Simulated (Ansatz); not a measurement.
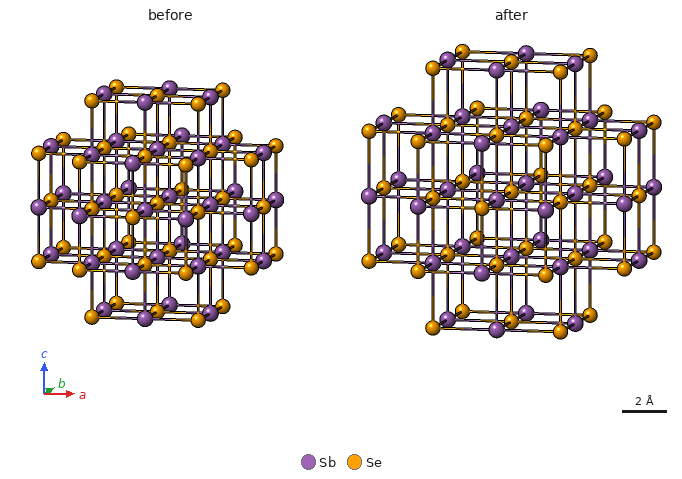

The structure of a crystal of SbSe (a generated structure, set up in Fm-3m) (coarse preliminary run) before (left) and after (right) a relaxation, at one scale.

The picture is a ball-and-stick view of the conventional cell (4 times the calculation's cell), seen slightly off an axis. Lengths and directions refer to the drawn axes.

All numbers below come from DFT PBE, scalar-relativistic, plane waves, PAW (Ansatz). Set-up: plane-wave cutoff 420 eV; k-point mesh 8 × 8 × 8; occupations gaussian; smearing width 0.1 eV; no spin polarisation; cell and atoms relaxed; force threshold 0.05 eV/Å; at most 80 steps.

Q: Describe what moved and what it gained.

A: Over 7 accepted moves (9 points after the start) the energy falls by 2304 meV per atom. All forces vanish by symmetry, so only the cell relaxes. The pressure goes from 103.91 to 0.21 GPa. The SCF was repeated twice at an unchanged geometry on a basis and grid sized afresh for the cell, which shifted the energy by 53.4 meV per atom at most. No atom moves by more than 0.005 Å relative to the cell. The volume changes by +73.2 %, with a = b = c 4.993 → 5.997 Å (+20.1 %). Near-neighbour distances that change, for instance: Sb–Se 2.497 → 2.998 Å. The space group stays Fm-3m (No. 225). The run took roughly 18 core-seconds on a shared host.
